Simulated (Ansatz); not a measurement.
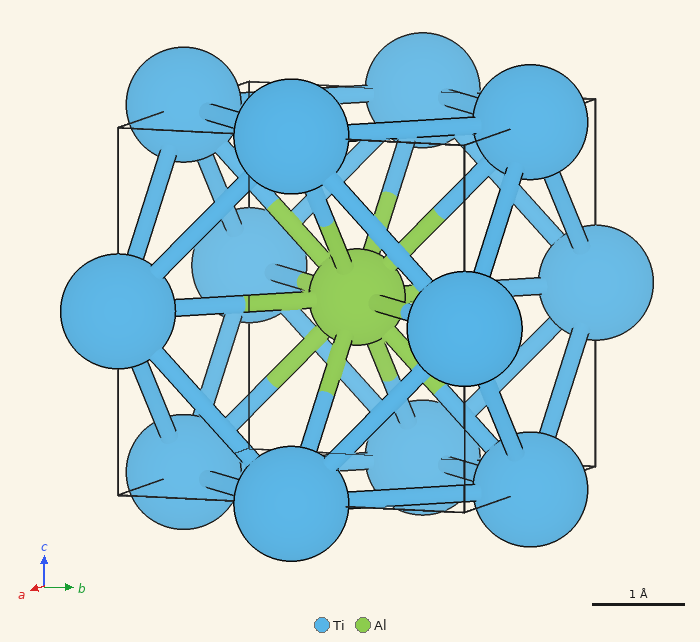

The crystal in a ball-and-stick representation, seen slightly off an axis. One simulation cell is framed, with atoms on its boundary repeated.

```xyz
4
Lattice="4.0510 0.0000 0.0000 0.0000 4.0510 0.0000 0.0000 0.0000 4.0510" Properties=species:S:1:pos:R:3 pbc="T T T"
Ti    4.0510    2.0255    4.0510
Ti    0.0000    0.0000    2.0255
Ti    2.0255    4.0510    4.0510
Al    2.0255    2.0255    2.0255
```

The calculation used DFT PBE, scalar-relativistic, plane waves, PAW (Ansatz 0.2.0), with wavefunction cutoff 420 eV, k-point mesh 12×12×12, Gaussian smearing of 0.1 eV, no spin polarisation.

What charge does Bader's analysis assign to each element?

Ti +0.39 e; Al -1.16 e.

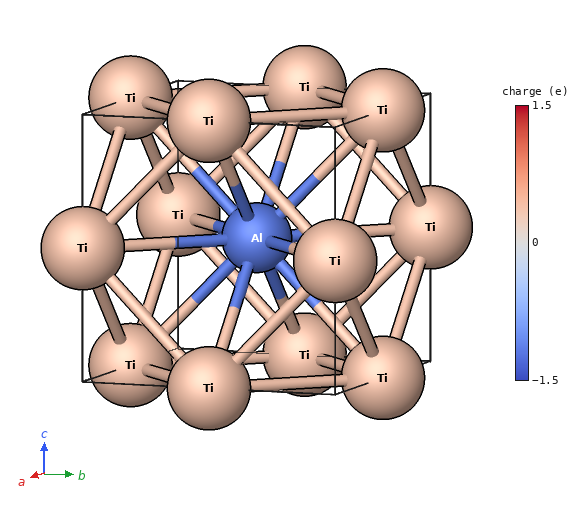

The atoms coloured by those charges.

The initial geometry was a random cell made by a generator, so it need not be a real form of the compound. Earlier steps of the study may have refined or changed the cell and positions. An electronic-structure calculation with Ansatz was run on it.
